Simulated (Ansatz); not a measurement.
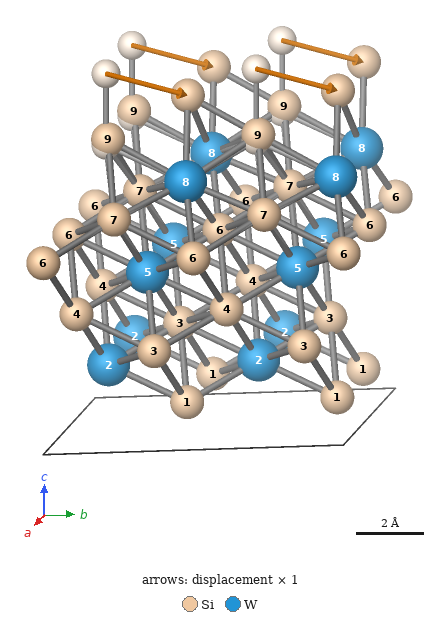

This is a constrained relaxation of a slab of composition Si₇W₃ (cut from the I4/mmm phase). The starting structure is drawn faded, the final one solid; orange arrows show the displacements, at their true length.

Style: ball-and-stick. Shown: the 2 × 2 repeat of the cell, outlined in the plane, without the vacuum, slightly off an axis.

Case: Si put at a top Si site. The slab is the (1 0 1) face of Si2W with Si on it. 4 atoms are held fixed.

All numbers below come from DFT PBEsol, scalar-relativistic, plane waves, PAW in Ansatz 0.2.0.

Input
```yaml
crystal:
  lattice:
    - [3.2024995622, 0.0, 0.0]
    - [-1.6012497811, 4.2232001613, 0.0]
    - [0.0, 0.0, 26.9092506114]
  atoms:
    - { symbol: Si, position: [0.4301706655, 0.860341331, 0.3158765037] }
    - { symbol: W, position: [0.1437589313, 0.2875178626, 0.3527131646] }
    - { symbol: Si, position: [0.8573471971, 0.7146943943, 0.3895498253] }
    - { symbol: Si, position: [0.5739295968, 0.1478591936, 0.4260013975] }
    - { symbol: W, position: [0.2864726639, 0.5728754132, 0.4627559928] }
    - { symbol: Si, position: [0.0007512532, 0.0014566032, 0.5000789027] }
    - { symbol: Si, position: [0.714878813, 0.4290563263, 0.5379624451] }
    - { symbol: W, position: [0.4249673995, 0.8495558617, 0.5702575827] }
    - { symbol: Si, position: [0.1348209308, 0.2685091698, 0.6061027524] }
    - { symbol: Si, position: [0.1348209308, 0.2685091698, 0.6886022628] }
basis:
  ecutwfc: 420
kpoints:
  mp_grid: { grid: [10, 7, 1] }
hamiltonian:
  xc: pbesol
scf:
  occupations: { method: gaussian, width: 0.1 }
output:
  forces: true
  eigenvalues: true
  write_density: true
  write_potential: true
  elf: true
  volumetric_format: npy
relax:
  adjacent_minimum: "off"
  f_tol: 0.03
  max_steps: 70
  constraints: [{ sites: [0, 1, 2, 3] }]
efield:
  axis: 3
  dipole_correction: true
  ramp_width: 0.04
```

Command:
```bash
ansatz run input.yaml --threads 2 --pin off --max-ram 5120MiB --backend cpu --events-out ev --progress --plain --runs-dir out
```

Describe the change and its energy.

Answer. After 23 accepted moves (24 points after the start) the energy has fallen by 1.430 eV per cell of the calculation. The largest force component goes from 1 to 0.016 eV/Å. 1 step only repeated the SCF at the same geometry. The largest move is that of Si10, 2.83 Å at 70° to the normal (−c side). By element the largest moves are Si 2.83 Å, W 0.01 Å. The cell stays as it was. Some distances before and after: Si9–Si10 5.033 → 2.417 Å, W8–Si10 5.141 → 2.749 Å, W8–Si10 (another image) 4.020 → 2.752 Å, Si9–Si10 (another image) 3.897 → 2.811 Å. New bonds form, among them: Si9–Si10 (5.03 → 2.42 Å), W8–Si10 (4.02 → 2.75 Å), W8–Si10 (5.14 → 2.75 Å). Bond angles that change, for instance: Si7–Si9–W8 107.9° → 100.8°, W8–Si9–W8 120.2° → 115.5°, W8–Si9–W8 76.9° → 73.0°.

Limits of the set-up: the periodic images lie only 3.2 Å apart, so the values are limited by the cell's size.
